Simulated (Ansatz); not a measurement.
# Si: geometry relaxation (part 2 of 2)

Si (defect cell, 17 atoms in the cell); DFT LDA, scalar-relativistic, plane waves, PAW, PAW set soft_1, no spin polarisation (Ansatz 0.2.0); cutoff 420 eV, 2×2×2 k-mesh, Gaussian smearing of 0.05 eV. It belongs to a series of runs on one base structure; here: end point B relaxed.

Geometry of the input (Å; fractional positions):
```
0.0000  5.4300  5.4300
5.4300  0.0000  5.4300
5.4300  5.4300  0.0000
Si 0.0000  0.0000  0.0000
Si 0.1250  0.1250  0.1250
Si -0.0000  0.0000  0.5000
Si 0.1250  0.1250  0.6250
Si -0.0000  0.5000  0.0000
Si 0.1250  0.6250  0.1250
Si -0.0000  0.5000  0.5000
Si 0.1250  0.6250  0.6250
Si 0.5000  -0.0000  0.0000
Si 0.6250  0.1250  0.1250
Si 0.5000  0.0000  0.5000
Si 0.6250  0.1250  0.6250
Si 0.5000  0.5000  0.0000
Si 0.6250  0.6250  0.1250
Si 0.5000  0.5000  0.5000
Si 0.6250  0.6250  0.6250
Si 0.8098  0.8054  0.3153
```

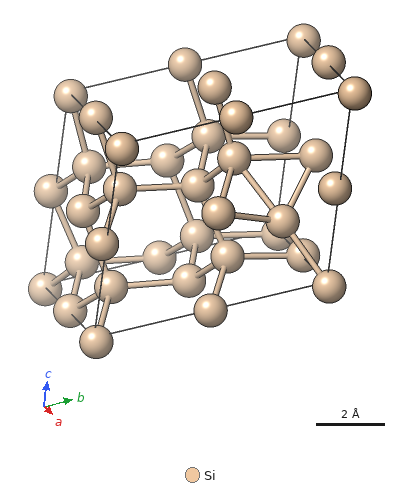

The geometry at step 3 of the log (ball-and-stick view of the cell of the calculation, seen slightly off an axis).

Output, continued:
```
--- Forces (eV/Å), atoms counted from 1 ---
  atom   1  Si    -0.00353972    -0.00264093     0.02199641
  atom   2  Si    -0.00483612    -0.00392532     0.00417184
  atom   3  Si    -0.00036943    -0.00152027     0.00234048
  atom   4  Si     0.00336774     0.00253478     0.00284647
  atom   5  Si    -0.00172048     0.00453599     0.00298969
  atom   6  Si     0.01393591    -0.01550637    -0.01727559
  atom   7  Si    -0.00900904     0.02438823    -0.00779841
  atom   8  Si    -0.00321763     0.00315581    -0.00444619
  atom   9  Si     0.00460257    -0.00191993     0.00366379
  atom  10  Si    -0.01706335     0.01391195    -0.01884734
  atom  11  Si     0.02182055    -0.00552340    -0.00590715
  atom  12  Si     0.00336388    -0.00308687    -0.00499972
  atom  13  Si     0.01829540     0.01882035     0.01914243
  atom  14  Si    -0.01015390    -0.01194841    -0.00886987
  atom  15  Si     0.00296111     0.00382094    -0.00178884
  atom  16  Si    -0.01347719    -0.01420029     0.01039407
  atom  17  Si    -0.00495391    -0.01090158     0.00240805
  max |Σ_I F_I| component: 2.01e-5 eV/Å
--- Band table (eV; the first three rows and the last of 8) ---
  k-point 0: bands = ["-5.9957", "-3.6838", "-3.4048", "-3.4045", "-3.1580", "-2.3173", "-1.5451", "-1.5449", "-1.5106", "-1.3950", "-1.3948", "-1.0801", "-0.5742", "-0.4580", "-0.4578", "2.9045", "2.9589", "2.9591", "3.6724", "3.6725", "3.8093", "4.7201", "4.7202", "4.7401", "5.1716", "5.1931", "5.1936", "5.2791", "5.2794", "5.5180", "5.5537", "6.3031", "6.3034", "6.4899", "6.9244", "6.9249", "7.1761", "7.1765", "7.7329", "7.7722", "7.7724", "7.8058", "8.1228", "8.1236", "8.9402", "9.0226", "9.3949", "9.4315", "9.4316", "9.5279", "9.5279"]
  k-point 1: bands = ["-5.5281", "-4.7683", "-3.4041", "-3.2140", "-2.9562", "-2.7915", "-2.7478", "-2.6899", "-0.5921", "-0.4331", "-0.0580", "0.0158", "0.1263", "0.1877", "1.2709", "2.2144", "2.2465", "2.5384", "2.5800", "2.9264", "2.9574", "2.9818", "3.9187", "3.9674", "4.1168", "4.2137", "4.3164", "4.3706", "5.5006", "5.5545", "5.6160", "5.6378", "6.0836", "6.6539", "7.2044", "7.5724", "7.8760", "8.0222", "8.2606", "8.3151", "9.4313", "9.4391", "9.6442", "9.6478", "9.6929", "10.2966", "10.4784", "10.5161", "10.5598", "10.9689", "11.1698"]
  k-point 2: bands = ["-5.5281", "-4.7684", "-3.4041", "-3.2140", "-2.9564", "-2.7912", "-2.7479", "-2.6898", "-0.5902", "-0.4349", "-0.0582", "0.0156", "0.1268", "0.1878", "1.2708", "2.2139", "2.2463", "2.5384", "2.5800", "2.9260", "2.9578", "2.9819", "3.9190", "3.9674", "4.1167", "4.2136", "4.3164", "4.3706", "5.5009", "5.5559", "5.6157", "5.6369", "6.0835", "6.6548", "7.2037", "7.5725", "7.8757", "8.0222", "8.2608", "8.3151", "9.4317", "9.4400", "9.6432", "9.6492", "9.6910", "10.2974", "10.4784", "10.5154", "10.5595", "10.9688", "11.1698"]
  k-point 7: bands = ["-5.6038", "-4.6450", "-3.1845", "-3.1840", "-3.1404", "-2.7694", "-2.7219", "-2.7217", "-1.3313", "-0.1679", "-0.0132", "-0.0127", "0.1199", "0.1202", "2.1079", "2.2547", "2.5878", "2.7612", "2.7616", "2.7778", "2.8800", "2.8804", "3.3416", "3.3418", "4.2470", "4.2473", "4.4152", "4.5274", "5.5080", "5.5549", "5.5556", "5.7269", "5.7270", "6.9291", "7.4023", "7.4034", "8.1088", "8.1091", "8.1663", "8.3485", "8.5828", "8.5834", "8.8003", "10.0116", "10.0117", "10.4166", "10.7588", "10.7590", "10.9947", "10.9949", "11.3438"]
--- Relaxed structure (5 steps of the walk, 5 accepted, 0 SCFs on fresh bases) ---
  F+E_penalty+E_count = -10342.97507841 eV   max|allowed force component| = 2.439e-2 eV/Å
  atoms:
    - { symbol: Si, position: [0.01083914149508183, 0.010677558887263915, -0.02633686073147629] }
    - { symbol: Si, position: [0.1274367658977193, 0.12714806121595262, 0.11274686922024235] }
    - { symbol: Si, position: [-0.018958190348612024, -0.019228841019992903, 0.4814547503493762] }
    - { symbol: Si, position: [0.10710996196540545, 0.10688048313677156, 0.6073482534071393] }
    - { symbol: Si, position: [0.008826499452407294, 0.49929529496941516, -2.877493579123147e-5] }
    - { symbol: Si, position: [0.14475933379497333, 0.6172258125490881, 0.11766260736127787] }
    - { symbol: Si, position: [0.010995694170812531, 0.4731625655679374, 0.5112289561051315] }
    - { symbol: Si, position: [0.1275184440686144, 0.6121110771743321, 0.6278481355691337] }
    - { symbol: Si, position: [0.4995974854595917, 0.008526941993866805, -9.66927317830324e-6] }
    - { symbol: Si, position: [0.6174699947299018, 0.1445332686694333, 0.11769572080174145] }
    - { symbol: Si, position: [0.4733901388886791, 0.01077547644516505, 0.5111575194501058] }
    - { symbol: Si, position: [0.6123654023911571, 0.12722743958751875, 0.6278450377521058] }
    - { symbol: Si, position: [0.5135445371921525, 0.5133296103857243, 0.0138399733433765] }
    - { symbol: Si, position: [0.6387037005264544, 0.6383877255352048, 0.13904013267291404] }
    - { symbol: Si, position: [0.4996250493942538, 0.4993455305260557, 0.5091518757776501] }
    - { symbol: Si, position: [0.6174165960485668, 0.6171953266315998, 0.6450357786076835] }
    - { symbol: Si, position: [0.8191743648728418, 0.8187855877446635, 0.3196498545225688] }
```

Trajectory as extended XYZ (Å, eV, eV/Å), 5 frames, from step=1 to step=5:
```
17
Lattice="0.0000 5.4300 5.4300 5.4300 0.0000 5.4300 5.4300 5.4300 0.0000" Properties=species:S:1:pos:R:3:forces:R:3 step=1 energy=-10342.08917
Si    0.0000    0.0000    0.0000   -0.1493  -0.1845   1.6733
Si    1.3575    1.3575    1.3575    0.1185   0.1190   0.0058
Si    2.7150    2.7150    0.0000   -0.1382  -0.1379  -0.1400
Si    4.0725    4.0725    1.3575   -0.2901  -0.2820  -0.3016
Si    2.7150    0.0000    2.7150   -0.0406  -0.1240  -0.1254
Si    4.0725    1.3575    4.0725   -2.0046   0.2207   0.3342
Si    5.4300    2.7150    2.7150   -0.3115   2.2484  -0.2638
Si    6.7875    4.0725    4.0725    0.1278   0.0236   0.1279
Si    0.0000    2.7150    2.7150   -0.1213  -0.0322  -0.1222
Si    1.3575    4.0725    4.0725    0.1889  -1.7603   0.2506
Si    2.7150    5.4300    2.7150    1.9716  -0.2695  -0.1869
Si    4.0725    6.7875    4.0725    0.0150   0.1245   0.1241
Si    2.7150    2.7150    5.4300    0.3096   0.3208   0.2969
Si    4.0725    4.0725    6.7875    0.1453   0.1452   0.1467
Si    5.4300    5.4300    5.4300   -0.1274  -0.1269  -0.0527
Si    6.7875    6.7875    6.7875    0.3897   0.3376  -2.3561
Si    6.0854    6.1095    8.7705   -0.0833  -0.6222   0.5893
17
Lattice="0.0000 5.4300 5.4300 5.4300 0.0000 5.4300 5.4300 5.4300 0.0000" Properties=species:S:1:pos:R:3:forces:R:3 step=2 energy=-10342.73848
Si   -0.0160   -0.0179    0.0523   -0.1502  -0.1654   0.7366
Si    1.3532    1.3546    1.3652   -0.0119  -0.0128  -0.0538
Si    2.6643    2.6649   -0.0514   -0.1148  -0.1123  -0.1170
Si    4.0089    4.0096    1.2933   -0.0135  -0.0181  -0.0081
Si    2.7010    0.0047    2.7166    0.0435   0.0082   0.0111
Si    4.0147    1.3714    4.0920   -0.9236   0.2042   0.2340
Si    5.4138    2.7718    2.7010   -0.2289   0.9964  -0.2046
Si    6.7862    4.0846    4.0693   -0.0128  -0.0520  -0.0120
Si    0.0044    2.7031    2.7177    0.0104   0.0448   0.0121
Si    1.3733    4.0168    4.0915    0.1807  -0.8051   0.1944
Si    2.7694    5.4120    2.7012    0.8745  -0.2085  -0.1692
Si    4.0824    6.7863    4.0680   -0.0529  -0.0137  -0.0120
Si    2.7829    2.7837    5.4966    0.0108   0.0056   0.0174
Si    4.1270    4.1278    6.8410    0.1279   0.1312   0.1229
Si    5.4318    5.4333    5.4129    0.0073   0.0061   0.0422
Si    6.8045    6.8021    6.7262    0.2700   0.2537  -1.0827
Si    6.0836    6.1009    8.7771   -0.0167  -0.2624   0.2887
17
Lattice="0.0000 5.4300 5.4300 5.4300 0.0000 5.4300 5.4300 5.4300 0.0000" Properties=species:S:1:pos:R:3:forces:R:3 step=3 energy=-10342.96598
Si   -0.0699   -0.0742    0.1059   -0.0321  -0.0140  -0.0098
Si    1.3133    1.3144    1.3773   -0.0111  -0.0130  -0.0606
Si    2.5491    2.5505   -0.1682   -0.1224  -0.1242  -0.1201
Si    3.8979    3.9018    1.1767    0.1432   0.1321   0.1598
Si    2.7041    0.0380    2.7505    0.0281   0.0178   0.0198
Si    3.9717    1.4153    4.1393    0.1013   0.0386  -0.0043
Si    5.3501    2.8336    2.6435   -0.0117  -0.0611  -0.0450
Si    6.7437    4.0964    4.0273   -0.0193  -0.0632  -0.0169
Si    0.0371    2.7057    2.7507    0.0151   0.0276   0.0167
Si    1.4164    3.9766    4.1353    0.0250   0.0787   0.0051
Si    2.8282    5.3493    2.6466   -0.0341  -0.0024  -0.0516
Si    4.0945    6.7443    4.0269   -0.0623  -0.0164  -0.0129
Si    2.8645    2.8684    5.5760   -0.1166  -0.1267  -0.1067
Si    4.2119    4.2133    6.9255    0.0880   0.0860   0.0900
Si    5.4660    5.4671    5.4171    0.0245   0.0233   0.0281
Si    6.8533    6.8479    6.6809    0.0044   0.0297   0.1410
Si    6.1536    6.1613    8.8591   -0.0199  -0.0125  -0.0326
17
Lattice="0.0000 5.4300 5.4300 5.4300 0.0000 5.4300 5.4300 5.4300 0.0000" Properties=species:S:1:pos:R:3:forces:R:3 step=4 energy=-10342.97370
Si   -0.0855   -0.0857    0.1123    0.0125   0.0181   0.0433
Si    1.3026    1.3034    1.3820   -0.0193  -0.0189  -0.0126
Si    2.5106    2.5119   -0.2058   -0.0127  -0.0105  -0.0141
Si    3.8770    3.8800    1.1580    0.0171   0.0058   0.0276
Si    2.7096    0.0464    2.7595    0.0063   0.0281   0.0287
Si    3.9868    1.4268    4.1420    0.0275  -0.0326  -0.0457
Si    5.3411    2.8313    2.6261    0.0146   0.0466   0.0124
Si    6.7318    4.0991    4.0156   -0.0241  -0.0181  -0.0245
Si    0.0451    2.7105    2.7591    0.0258   0.0034   0.0252
Si    1.4252    3.9885    4.1404   -0.0340   0.0281  -0.0428
Si    2.8297    5.3423    2.6276    0.0416   0.0203   0.0112
Si    4.0979    6.7331    4.0160   -0.0148  -0.0226  -0.0219
Si    2.8686    2.8716    5.5799   -0.0025  -0.0112   0.0123
Si    4.2268    4.2281    6.9400   -0.0093  -0.0076  -0.0126
Si    5.4761    5.4770    5.4228    0.0312   0.0314   0.0124
Si    6.8584    6.8585    6.7000   -0.0381  -0.0353   0.0198
Si    6.1837    6.1866    8.8952   -0.0219  -0.0251  -0.0186
17
Lattice="0.0000 5.4300 5.4300 5.4300 0.0000 5.4300 5.4300 5.4300 0.0000" Properties=species:S:1:pos:R:3:forces:R:3 step=5 energy=-10342.97508
Si   -0.0850   -0.0842    0.1168   -0.0035  -0.0026   0.0220
Si    1.3026    1.3042    1.3824   -0.0048  -0.0039   0.0042
Si    2.5099    2.5114   -0.2074   -0.0004  -0.0015   0.0023
Si    3.8783    3.8795    1.1620    0.0034   0.0025   0.0028
Si    2.7110    0.0478    2.7591   -0.0017   0.0045   0.0030
Si    3.9904    1.4250    4.1376    0.0139  -0.0155  -0.0173
Si    5.3452    2.8357    2.6290   -0.0090   0.0244  -0.0078
Si    6.7330    4.1016    4.0162   -0.0032   0.0032  -0.0044
Si    0.0462    2.7128    2.7591    0.0046  -0.0019   0.0037
Si    1.4239    3.9920    4.1377   -0.0171   0.0139  -0.0188
Si    2.8341    5.3461    2.6290    0.0218  -0.0055  -0.0059
Si    4.1000    6.7343    4.0160    0.0034  -0.0031  -0.0050
Si    2.8625    2.8637    5.5759    0.0183   0.0188   0.0191
Si    4.2214    4.2231    6.9346   -0.0102  -0.0119  -0.0089
Si    5.4761    5.4777    5.4244    0.0030   0.0038  -0.0018
Si    6.8539    6.8551    6.7039   -0.0135  -0.0142   0.0104
Si    6.1817    6.1838    8.8941   -0.0050  -0.0109   0.0024
```

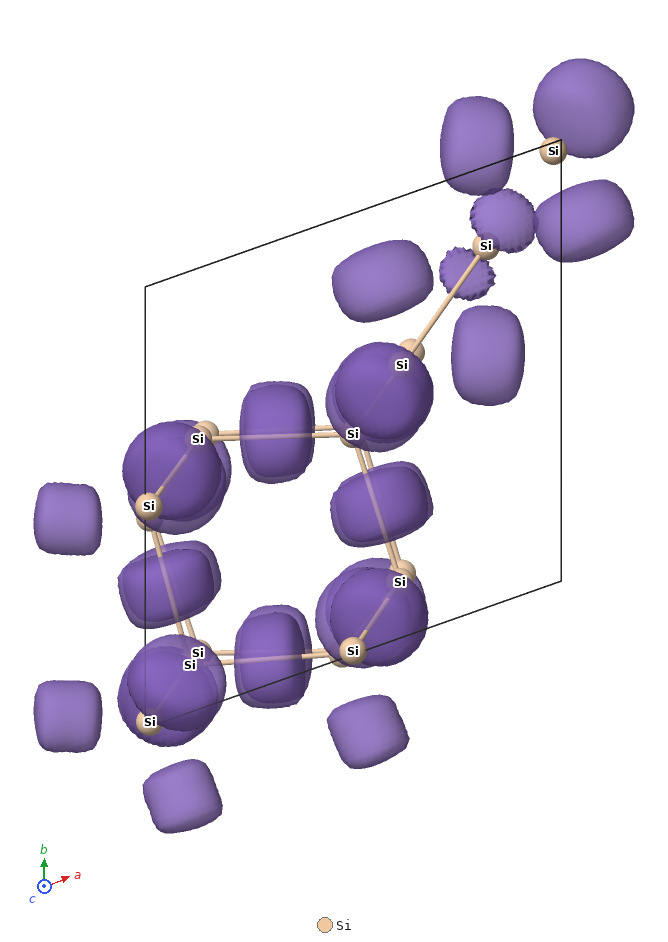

Isosurface of the electron localisation function at 0.75 (purple), seen along the c axis. Core shells and regions of very low density are left out. Sticks mark near contacts. The outline is the calculation cell. Values along the shortest contacts: Si–Si (2.32 Å): the ELF peaks at about 0.95 between the atoms, which marks a covalent bond. Si–Si (2.37 Å): the ELF peaks at about 0.95 between the atoms, as expected for localised, shared-pair bonding. Core electrons are frozen (PAW), so the fields are smoothed inside the atomic spheres.

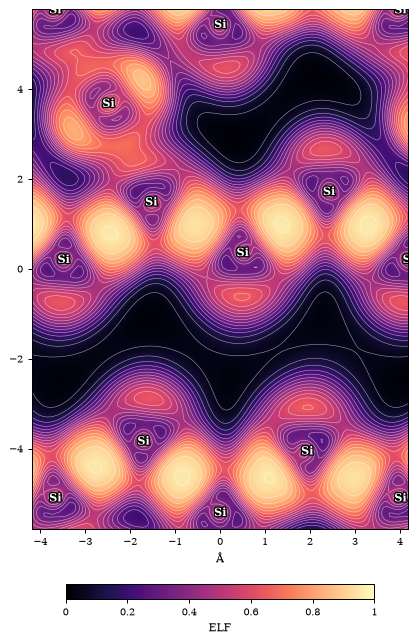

Electron localisation function on the (011̄) plane of the calculation cell. The section cuts through Si sites.

Summary:

- outcome: converged
- electrons treated: 68
- free energy: −10342.9751 eV
- Fermi energy: 6.911 eV
- final volume: 320.21 Å³
- largest force (length of the vector) at the end: 0.032 eV/Å
- hardware: 1 thread of Arm Neoverse V2, 24 GiB of memory available, shared host
- wall time: 31 s
- peak memory: 0.46 GiB

The program warns: the PAW datasets were made with another functional. The k-point mesh is coarse for a cell of this size, so the results may not be converged.
